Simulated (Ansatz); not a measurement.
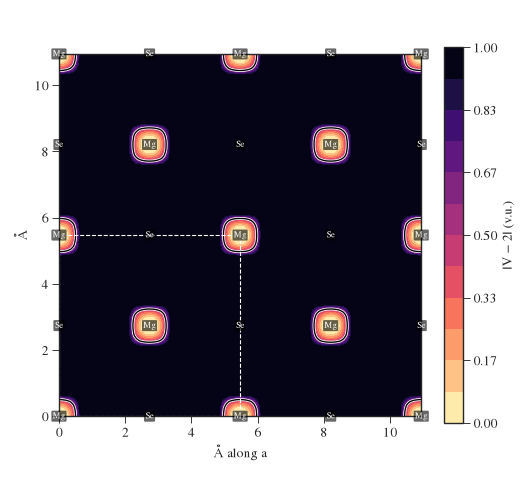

Bond-valence mismatch |V − 2| for Mg2+ in MgSe (Fm-3m, No. 225) on the section y = 0.000 (parallel to a and c; the dashed line is one cell); the black line is the 0.5 v.u. contour, and values above the scale's top are cut off.

At each point the valence sum V of a Mg2+ ion is computed from the anions within 5 Å (s = exp((R0 − d)/b), R0 fitted to published crystal structures with b = 0.37 Å; R0: Mg2+–Se 2.317 Å). The other Mg2+ ions are ignored. This is an empirical screen for pathways, not an energy calculation.

Origin of the cell: a calculation's input that goes back to an entry of the Crystallography Open Database (an earlier step may have relaxed or displaced it).

```cif
data_structure
_symmetry_space_group_name_H-M 'Fm-3m'
_symmetry_Int_Tables_number 225
_cell_length_a 5.4726
_cell_length_b 5.4726
_cell_length_c 5.4726
_cell_angle_alpha 90.000
_cell_angle_beta 90.000
_cell_angle_gamma 90.000
_cell_volume 163.90
loop_
_atom_site_label
_atom_site_type_symbol
_atom_site_symmetry_multiplicity
_atom_site_Wyckoff_symbol
_atom_site_fract_x
_atom_site_fract_y
_atom_site_fract_z
_atom_site_occupancy
Mg1 Mg 4 a 0.00000 0.00000 0.00000 1
Se1 Se 4 b 0.50000 0.00000 0.00000 1
```

In the whole crystal, how are the regions below 0.5 v.u. connected (counting the regions that come within 0.6 Å of a Mg site)?

Answer. No path at this level: the regions are isolated pockets that do not connect across cells.

At which mismatch do paths open?

Answer. No path opens below 1.4 v.u. These are grid estimates, good to about 0.1 v.u.

What is the valence sum at the Mg sites themselves?

Answer. 1.94 v.u., against the formal 2.
